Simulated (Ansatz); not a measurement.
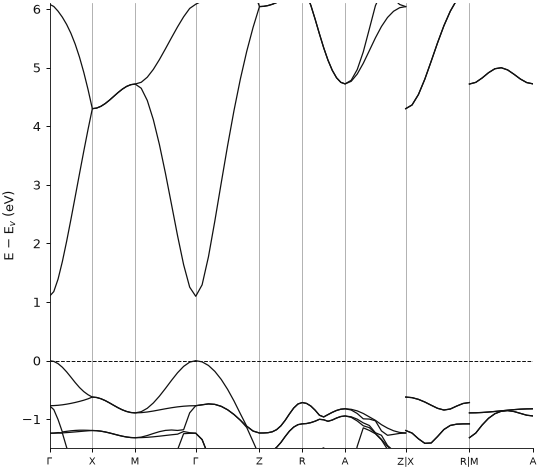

Band structure. Energies are counted from the top of the valence band.

Question: Which Bravais lattice do the labels of the path belong to?

Answer: A primitive tetragonal lattice: the path Γ–X–M–Γ–Z–R–A–Z|X–R|M–A runs through the special points of its Brillouin zone.

System: SnO₂, space group P4_2/mnm (No. 136), 6 atoms in the cell.

Space group P4_2/mnm (No. 136). a = 4.760 Å, b = 4.760 Å, c = 3.200 Å, α = 90.00°, β = 90.00°, γ = 90.00°
| atom | site | symmetry | x | y | z |
| --- | --- | --- | --- | --- | --- |
| Sn | 2a | m.mm | 0.0000 | 0.0000 | 0.0000 |
| O | 4f | m.2m | 0.3059 | 0.3059 | 0.0000 |

Method: DFT, PBE, plane waves, PAW, no spin polarisation, 6×6×8 k mesh (Ansatz).

Question: Read off the fundamental gap and say whether it is direct.

Answer: The bands leave a gap. The gap along this path is 1.10 eV and direct: both edges lie at Γ.

Question: What are the direct gaps at Γ, A and M?

Answer: The direct gaps are 1.10 eV at Γ, 5.54 eV at A and 5.61 eV at M.

Question: How many bands meet at the valence-band top?

Answer: The top valence level at Γ is a single band, not degenerate (spin aside).

The cell is at 8 GPa in this functional.
